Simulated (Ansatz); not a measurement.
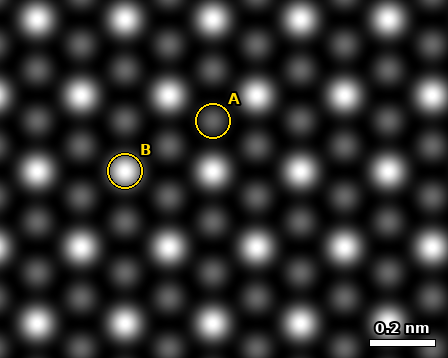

Integrated-DPC-like image of Mo (P6_3/mmc, No. 194) along [001]. Simulated as the projected potential of neutral atoms (B = 0.5 Å²) blurred by a 0.69 Å probe, the thin-sample limit of integrated differential phase contrast. Atomic positions: the geometry relaxed with DFT PBEsol, scalar-relativistic, plane waves, PAW (Ansatz 0.2.0); the starting structure was generated, so it need not be a known form of this composition.

```
Mo
1.0
     2.74323    0.00000    0.00000
    -1.37162    2.37571    0.00000
     0.00000    0.00000    9.56177
Mo
4
Direct
  0.00000 0.00000 0.00000
  0.33333 0.66667 0.25000
  0.00000 0.00000 0.50000
  0.66667 0.33333 0.75000
```

Q: What lies under each ring?

A: Mo (1 Mo per 9.56 Å along the beam; about 40 % of the brightest peak). B: Mo (2 Mo per 9.56 Å along the beam; the brightest kind). Brightness is counted from the darkest point of the image.
